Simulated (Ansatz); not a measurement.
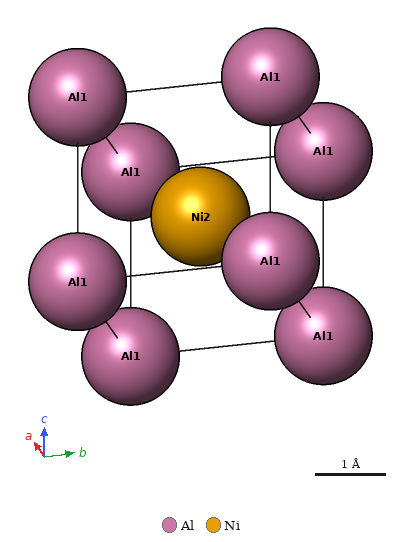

The structure as given in the input (spheres-only view of the cell of the calculation, seen at an oblique angle; atoms are numbered from 1 in the order of the input).

## AlNi: band-structure calculation

The run: band-structure calculation of AlNi (2 atoms in the cell). Method and program: DFT, PBE, PAW with Ansatz's default frozen-core files, scalar-relativistic, spin-polarised (Ansatz 0.2.0).

The structure derives from an entry of the Crystallography Open Database. It belongs to a series of runs on one base structure; here: PAW files in place of LAPW. Figures and captions count atoms from 1; the log counts them from 0 in places.

**Output**
```
Engine: ansatz 0.2.0, x86_64-unknown-linux-gnu
Pseudopotentials: kind: paw
Pseudopotential: Al, paw, valence charge 3, recommended cutoff 420 eV (normal), Al.paw.azcp
Pseudopotential: Ni, paw, valence charge 18, recommended cutoff 420 eV (normal), Ni.paw.azcp
Functional definition: PBE
  parameter kappa = 0.804
  parameter beta = 0.06672455060314922
  exchange = pbe_x(kappa = kappa, mu = beta*pi^2/3)
  correlation = pbe_c(beta = beta)
Crystal: 2 atoms, lattice volume = 23.913 Å³
Basis set: ecut = 420 eV, 461 PW (Γ), exchange–correlation on 40×40×40 points (8 copies of the dense FFT grid, shifted against one another)
Bands: 16, of which v1, the nominal top of the filled ones, is band 11 counted from 1 (10 counted from 0)
Symmetry: 48 space group operations
Space group: Pm-3m (ITA 221), of the structure as read, at distance tolerance 2.9e-5 Å
Magnetic group: BNS 221.92 (UNI 1594), of the structure as read, at distance tolerance 2.9e-5 Å
k-points: 120 of 2744
Non-local potential: Al, projectors of the file, l = 0: 2, l = 1: 2, l = 2: 1
Non-local potential: Ni, projectors of the file, l = 0: 3, l = 1: 2, l = 2: 3, l = 3: 1
PAW form: soft (Blöchl's): semilocal exchange-correlation on the pseudo side does not see the compensation charge
PAW one-centre angular grid: Al, 110 points (default); XC on 64 Gauss nodes
PAW one-centre angular grid: Ni, 590 points (default); XC on 64 Gauss nodes
Initial density: superposition of atomic densities (chi_scale 0.1, normalization cell)
Starting moments: Σ|m| = 1.5 μB on 1 of 2 sites
Initial wavefunctions: pseudopotential atomic-orbital guess
Functional: x = pbe(κ = 0.804, μ = 0.2195149727645171), c = pbe(β = 0.06672455060314922)
iter 1 solved again at ethr=2.82e-3 eV; its pass at ethr=3.10e-3 eV (dr2=5.91e-1 eV) is discarded
SCF iter   1: F=—  HF=-6377.405486 eV  |F-HF|=—  |Δ(HF+E_count)|=         —  Δρ=1.37e-1 (↑1.37e-1 ↓8.69e-2)  dr2=5.91e-1  dr2_m=2.68e0  M=0.285 μB ∫|m|=0.349 μB  β_m=0.30  ethr=2.82e-3  ⟨swp⟩=1.0  Hψ=23065  notcnv=0
Mixer restart at iter 1: flushing history
preconditioner: auto → none  [metal: Δε(μ)=0.007 eV  Ē_g=10.313 eV  σ=0.030 eV  W_gap=0.06  n_scr=6 (ndim 8)  ℏωp=27.4 eV  f_vac=0.000  D(μ)=1.47/eV (n_scr^D=18)  sad-step TF]
SCF iter   2: F=—  HF=-6377.293647 eV  |F-HF|=—  |Δ(HF+E_count)|=   1.12e-1  Δρ=1.11e-1 (↑7.26e-2 ↓1.11e-1)  dr2=4.50e-1  dr2_m=1.82e0  M=0.164 μB ∫|m|=0.216 μB  β_m=0.65  ethr=2.82e-3  ⟨swp⟩=2.4  Hψ=6262  notcnv=0
SCF iter   3: F=—  HF=-6378.463327 eV  |F-HF|=—  |Δ(HF+E_count)|=    1.17e0  Δρ=6.66e-2 (↑6.66e-2 ↓1.75e-2)  dr2=3.85e-1  dr2_m=3.72e-1  M=0.104 μB ∫|m|=0.133 μB  β_m=0.78  ethr=2.14e-3  ⟨swp⟩=3.5  Hψ=9650  notcnv=0  defer=262
SCF iter   4: F=—  HF=-6378.539706 eV  |F-HF|=—  |Δ(HF+E_count)|=   7.64e-2  Δρ=1.20e-2 (↑1.20e-2 ↓7.56e-3)  dr2=5.76e-2  dr2_m=1.60e-3  M=-0.001 μB ∫|m|=0.006 μB  β_m=0.84  ethr=1.83e-3  ⟨swp⟩=2.5  Hψ=7184  notcnv=0  defer=265
SCF iter   5: F=—  HF=-6378.528704 eV  |F-HF|=—  |Δ(HF+E_count)|=   1.10e-2  Δρ=4.93e-3 (↑1.27e-3 ↓4.93e-3)  dr2=6.21e-3  dr2_m=7.70e-4  M=0.006 μB ∫|m|=0.009 μB  β_m=0.85  ethr=2.74e-4  ⟨swp⟩=2.0  Hψ=4982  notcnv=0  defer=273
SCF iter   6: F=—  HF=-6378.528413 eV  |F-HF|=—  |Δ(HF+E_count)|=   2.91e-4  Δρ=1.29e-3 (↑1.29e-3 ↓1.80e-4)  dr2=2.53e-4  dr2_m=1.00e-4  M=0.002 μB ∫|m|=0.003 μB  β_m=0.92  ethr=2.96e-5  ⟨swp⟩=2.1  Hψ=5842  notcnv=0  defer=273
SCF iter   7: F=—  HF=-6378.528385 eV  |F-HF|=—  |Δ(HF+E_count)|=   2.79e-5  Δρ=3.85e-4 (↑3.85e-4 ↓5.80e-5)  dr2=1.85e-5  dr2_m=8.71e-6  M=0.001 μB ∫|m|=0.001 μB  β_m=0.95  ethr=1.20e-6  ⟨swp⟩=1.3  Hψ=4311  notcnv=0  defer=273
SCF iter   8: F=—  HF=-6378.528403 eV  |F-HF|=—  |Δ(HF+E_count)|=   1.80e-5  Δρ=4.98e-5 (↑4.98e-5 ↓2.43e-5)  dr2=1.06e-6  dr2_m=4.35e-8  M=0.000 μB ∫|m|=0.000 μB  β_m=0.90  ethr=8.80e-8  ⟨swp⟩=1.6  Hψ=4422  notcnv=0  defer=273
SCF iter   9: F=—  HF=-6378.528403 eV  |F-HF|=—  |Δ(HF+E_count)|=   3.81e-8  Δρ=1.22e-5 (↑1.22e-5 ↓9.69e-6)  dr2=8.21e-8  dr2_m=6.02e-10  M=0.000 μB ∫|m|=0.000 μB  β_m=0.95  ethr=5.05e-9  ⟨swp⟩=1.5  Hψ=4330  notcnv=0  defer=273
SCF iter  10: F=—  HF=-6378.528403 eV  |F-HF|=—  |Δ(HF+E_count)|=   8.62e-9  Δρ=8.23e-7 (↑8.23e-7 ↓3.72e-7)  dr2=2.59e-10  dr2_m=1.82e-11  M=0.000 μB ∫|m|=0.000 μB  β_m=0.98  ethr=3.91e-10  ⟨swp⟩=2.1  Hψ=4851  notcnv=0  defer=273
SCF iter  11: F=-6378.528403 eV  HF=-6378.528403 eV  |F-HF|=3.05e-10  |Δ(HF+E_count)|=  2.27e-11  Δρ=7.21e-7 (↑6.65e-7 ↓7.21e-7)  dr2=3.52e-10  dr2_m=2.86e-13  M=0.000 μB ∫|m|=0.000 μB  ethr=1.24e-12  ⟨swp⟩=8.7  Hψ=20551  notcnv=0
SCF 1 converged in 11 iterations: F = -6378.528403 eV  dr2 = 3.52e-10
  greatest PAW one-centre occupation: 1.001 electrons in one spin orbital (limit 2), on the Ni atom at site 1 (counted from 0), in its partial waves of l = 1
```

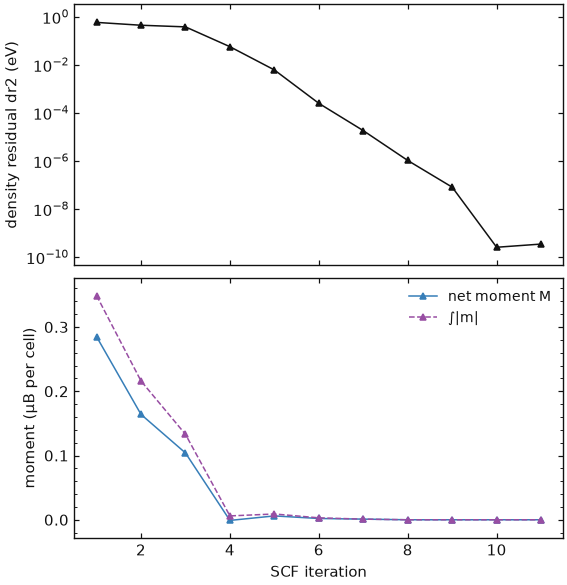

Convergence of the self-consistent field: density residual dr2 and magnetic moment against the SCF iteration. The residual falls almost steadily, with no more than small rises. The net moment goes from 0.3 to 0.0 μB per cell, and ∫|m| falls to zero.

```
WARN: the starting moments were not kept: the SCF closed with an absolute magnetisation of 6.2e-7 μB, where they sum to 1.5 μB in size (1 site). That is at most 0.1 of that sum. Measured as dr2_m measures the in/out step, that magnetisation stands 5.2e-13 eV from none, at or under the dr2_threshold of 1.0e-7 eV: it is no larger than a step whose dr2_m would equal this threshold. The system may hold no moment; this SCF shows only that its start led to no more than that. To try another start: raise the starting moments (crystal.atoms[].spin, magnetization.per_species, magnetization.initial_magnetization, or on a non-collinear deck that types none of these the spinor_matrix: blocks that start its atoms; where the total moment is fixed, keep their sum and leave initial_magnetization as it is; typed ones take the place of any that the run laid by itself, positive ones on a crystal's lanthanoids without a Hubbard term where scf.initial_density.shell_occupations: [] is typed) or, if the notice of its spin-set hold's release reads "site moments contracting" or "site moments show no strong build", lengthen the hold (scf.mixing.spin_hold: { on: { confirm: 4 } }; for m-r²SCAN on two components see the key's manual first). Each may lead to a state that holds a moment. A second SCF, from the converged charge density, with the starting moments and any scf.initial_density.shell_occupations laid on it anew, would have followed, and was not run: the deck does not ask for one (magnetization.retry_lost_moments is false, the default). To let it run, set magnetization.retry_lost_moments: true and run the deck again, where that key's refused combinations let it; where memory then withholds it, that run's warning says so.
NSCF: frozen V_eff on 57 k-points
SCF converged after 11 iterations
Magnetization: 0.0000 μB (10.5000 up, 10.5000 down)
Absolute magnetization: 0.0000 μB (∫|ρ↑−ρ↓|, with the PAW one-centre terms)
Spin contamination: 0.0000 ħ² per cell (⟨S²⟩ above its minimum at these occupations)
Per-site moments (μB) at R_I (Å): [(1.0014123998789784e-7, 1.0291954151749743), (3.611477845295873e-7, 1.0291954151749743)]
Free energy (F): -6378.528403 eV
Harris-Foulkes:  -6378.528403 eV  (|F-HF|=3.05e-10)
Internal energy: -6378.525159 eV  (E = F + TS)
E sigma→0 (E₀):  -6378.526781 eV
Entropy (-TS):   -0.003244 eV (-1.622 meV/atom)
Fermi energy:    13.954919 eV
--- Per-component energies (eV) ---
  E_band       = -336.227535
  E_kinetic    = 311.050627
  E_local      = -4446.700468  (includes V_loc(G=0)·N_el)
  E_nonlocal   = 647.690018
  E_hartree    = 1913.668716
  E_xc         = -126.292786
  E_vxc        = -140.648698  (∫ρ·V_xc dr)
  E_paw        = -2100.327379  (= ΣΔE_a)
  E_vpaw       = -534.955282  (= ΣTr[D̂ρ^β])
  E_aug_tail   = 0.000487  (compensation charges beyond the density's cutoff)
  E_ewald      = -2577.614375
  E_smearing   = -0.003244  (= −TS)
  E_closure    = 0.000000  (closes the sum)
  Σ components = -6378.528403   (vs F -6378.528403, Δ=0.00e0)
--- Forces (eV/Å), atoms counted from 1 ---
  atom   1  Al    -0.00000000    -0.00000000    -0.00000000
  atom   2  Ni     0.00000000     0.00000000     0.00000000
  max |Σ_I F_I| component: 2.46e-29 eV/Å
--- Stress (GPa, compression-positive) ---
        2.078967       0.000000       0.000000
        0.000000       2.078967       0.000000
        0.000000       0.000000       2.078967
  P = ⅓ Tr σ = 2.0790 GPa (20.790 kbar)
--- PAW observables at the nuclei: V_zz in 10²¹ V/m², potentials from the cell's mean, atoms counted from 1 ---
  atom   1  Al V_zz =    +0.000000   η = 0.0000   by run symmetry: forbidden
            electrostatic potential = -1235.618100 V   contact ρ = 10082.985344 e/Å³   contact ρ_s (e/Å³): all electrons +0.000002, valence +0.000002
  atom   2  Ni V_zz =    -0.000000   η = 0.0000   by run symmetry: forbidden
            electrostatic potential = -3572.829556 V   contact ρ = 130403.949873 e/Å³   contact ρ_s (e/Å³): all electrons -0.000001, valence +0.000000
--- Band table (eV; the first three rows and the last of 240) ---
  k-point 0 ↑: bands = ["-89.3240", "-49.7258", "-49.7258", "-49.7258", "2.8222", "10.7514", "10.7514", "12.4552", "12.4552", "12.4552", "19.4643", "19.4643", "19.4643", "22.0709", "22.0709", "27.6940"]
  k-point 1 ↑: bands = ["-89.3239", "-49.7269", "-49.7257", "-49.7257", "2.9162", "10.7440", "10.7737", "12.4139", "12.4139", "12.4596", "18.4878", "19.5886", "19.5886", "22.0757", "22.9493", "28.0259"]
  k-point 2 ↑: bands = ["-89.3237", "-49.7301", "-49.7255", "-49.7255", "3.1969", "10.6971", "10.8370", "12.3025", "12.3025", "12.4720", "16.8936", "19.9497", "19.9497", "22.0898", "24.2026", "29.0824"]
  k-point 119 ↓: bands = ["-89.3198", "-49.7446", "-49.7446", "-49.7446", "9.8798", "9.8798", "9.8798", "13.0171", "13.0171", "15.9470", "15.9470", "15.9470", "17.6698", "18.4428", "18.4428", "18.4428"]
--- Löwdin populations: 2 sites ---
  site symbol       q [e]    m [muB]
     0     Al      3.2989     0.0000
     1     Ni     17.5199     0.0000
  spilling = 0.008632 (of n_electrons = 21.000000)
--- Bader charges: 2 sites ---
  site symbol  charge [e]  shift [e]    m [muB]
     0     Al      1.7035     0.0001     0.0000
     1     Ni     -1.7035     0.0001     0.0000
  estimated error of the sums over rays = 3.3e-4 e
```

**File bader_charges.tsv**
```
# site	symbol	x_ang	y_ang	z_ang	partial_charge_e	electrons	volume_ang3	relative_density_drop	shared_charge_e	partial_wave_shift_e	spin_moment_mub
# quadrature_error_electrons = 3.3e-4
0	Al	0.0000	0.0000	0.0000	1.70349	11.29651	6.49	-	1.70349	0.00011	0.00000
1	Ni	1.4405	1.4405	1.4405	-1.70349	29.70349	17.43	-	-1.70349	0.00011	0.00000
```

**File populations.tsv**
```
# site	symbol	l	j	q_up	q_dn
# orbitals = lowdin
# n_electrons = 21.000000
# spilling = 0.008632
0	Al	0_3S	-	0.448516	0.448516
0	Al	1_3P	-	1.200917	1.200917
1	Ni	0_3S	-	0.990446	0.990446
1	Ni	0_4S	-	0.261157	0.261157
1	Ni	1_3P	-	2.996404	2.996404
1	Ni	2_3D	-	4.511928	4.511928
```

**File rho_z.tsv**
```
# z_ang	rho[e/angstrom^3]	rho_spin[e/angstrom^3]
# format = ansatz-planar-average/11
# lattice	2.881000000	0.000000000	0.000000000
# lattice	0.000000000	2.881000000	0.000000000
# lattice	0.000000000	0.000000000	2.881000000
# sites	2
# site	13	0.000000000	0.000000000	0.000000000
# site	28	1.440500000	1.440500000	1.440500000
0.000000	2.029773e-1	3.977411e-8
0.144050	2.071180e-1	3.810859e-8
0.288100	2.196756e-1	3.309616e-8
0.432150	2.435883e-1	2.671968e-8
0.576200	2.841003e-1	2.020767e-8
0.720250	3.675223e-1	1.602621e-8
0.864300	5.576432e-1	1.355866e-8
1.008350	9.703327e-1	1.339449e-8
1.152400	1.712235e0	3.068743e-8
1.296450	2.602399e0	8.785092e-8
1.440500	3.031635e0	1.293258e-7
1.584550	2.602399e0	8.785092e-8
1.728600	1.712235e0	3.068743e-8
1.872650	9.703327e-1	1.339449e-8
2.016700	5.576432e-1	1.355866e-8
2.160750	3.675223e-1	1.602621e-8
2.304800	2.841003e-1	2.020767e-8
2.448850	2.435883e-1	2.671968e-8
2.592900	2.196756e-1	3.309616e-8
2.736950	2.071180e-1	3.810859e-8
```

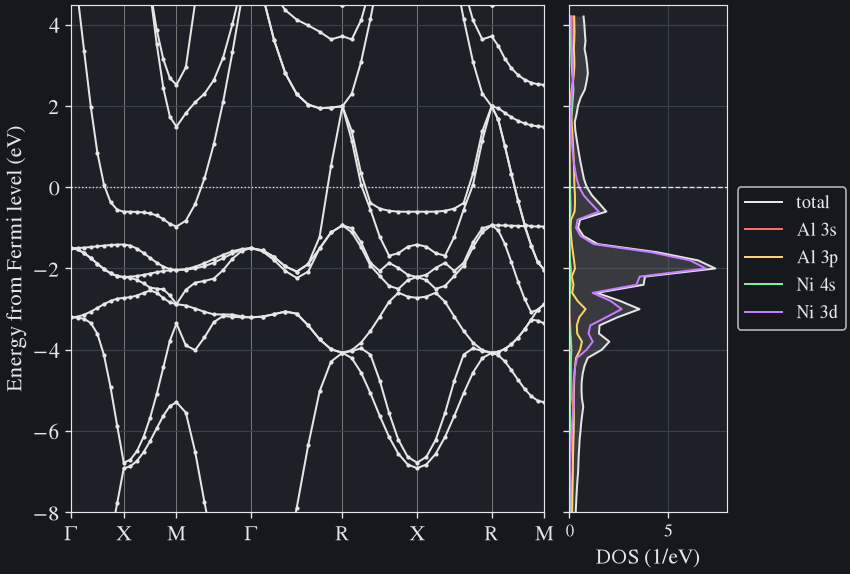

Band structure along Γ–X–M–Γ–R–X–R–M and density of states (projected on Löwdin-orthogonalised atomic shells), with energies from the Fermi level. Bands cross the Fermi level: a metal at this level of theory.

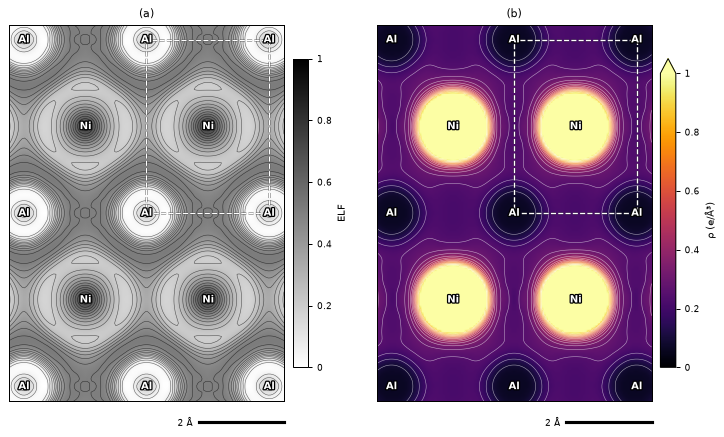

(a) ELF; (b) valence pseudo-density on the (101̄) plane of the conventional cell. The section cuts through Al and Ni sites. Al–Ni (2.50 Å): ρ is about 0.3 e/Å³ halfway; the ELF is about 0.40 at the midpoint (metallic bonding. Away from the nuclei the density in this plane falls to 0.22 e/Å³ at its lowest. The strong features right at Ni lie inside the PAW spheres (semicore, d or f shells) and say nothing about bonding. The fields are those of the smooth PAW valence density.

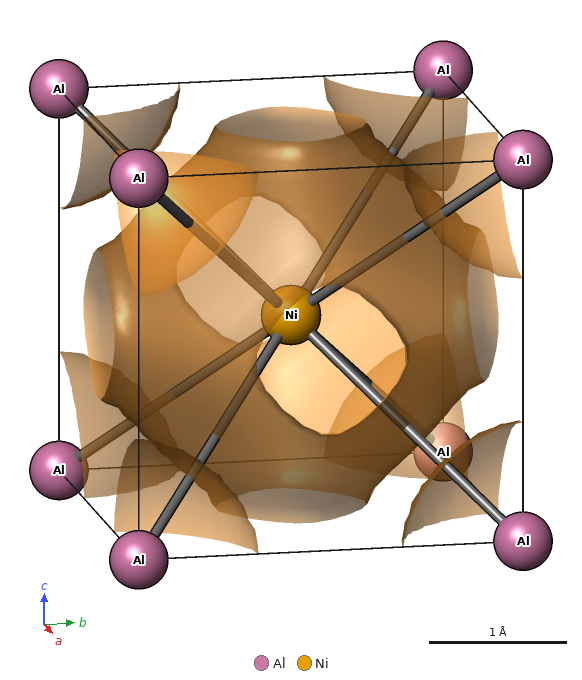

Isosurface of the electron localisation function at 0.4 (orange), seen slightly off an axis. Core shells and regions of very low density are left out. Sticks mark near contacts. The outline is the cell set on symmetry axes. The ELF exceeds this value in one network that runs through the whole crystal, counted in one cell of 2 atoms. Along the contacts the grid gives the following.

The run was set up as follows.

**Input**
```yaml
crystal:
  lattice:
    - [2.881, 0.0, 0.0]
    - [0.0, 2.881, 0.0]
    - [0.0, 0.0, 2.881]
  atoms:
    - { symbol: Al, position: [0.0, 0.0, 0.0] }
    - { symbol: Ni, position: [0.5, 0.5, 0.5], spin: 1.5 }
magnetization:
  spin_polarized: true
kpoints:
  mp_grid: { grid: [14, 14, 14] }
  band_path:
    path:
      - [0.0, 0.0, 0.0]
      - [0.0, 0.5, 0.0]
      - [0.5, 0.5, 0.0]
      - [0.0, 0.0, 0.0]
      - [0.5, 0.5, 0.5]
      - [0.0, 0.5, 0.0]
      - [0.5, 0.5, 0.5]
      - [0.5, 0.5, 0.0]
    npoints: 8
scf:
  occupations: { method: fermi_dirac, width: 0.03 }
hamiltonian:
  xc: pbe
  pseudopotentials: { kind: paw }
output:
  forces: true
  stress: true
  eigenvalues: true
  efg: { contact_densities: true }
  populations: true
  bader: true
  dos: { projected: true, de: 0.2, e_range: [-14, 8] }
  write_density: true
  write_potential: true
  elf: true
  volumetric_format: npy
```

Launched with:
```bash
ansatz run input.yaml --threads 1 --pin off --max-ram 3072MiB --backend cpu --events-out ev --progress --plain --runs-dir out
```

**Summary**

```csv
quantity,value
outcome,converged
space group (tolerance 0.01 Å),Pm-3m (221)
electrons treated,21
free energy,−6378.5284 eV
Fermi energy,13.955 eV
net moment of the cell,0.00 μB
integrated absolute moment,0.00 μB
pressure,2.08 GPa
field gradient V_zz (10²¹ V/m²),zero at all sites
electronic character,metal
largest force (length of the vector),under 0.001 eV/Å
hardware,"1 thread of an x86-64 CPU, shared host"
wall time,16 s
peak memory,0.48 GiB
```

**Remarks**

The program warns: some starting moments were not kept.
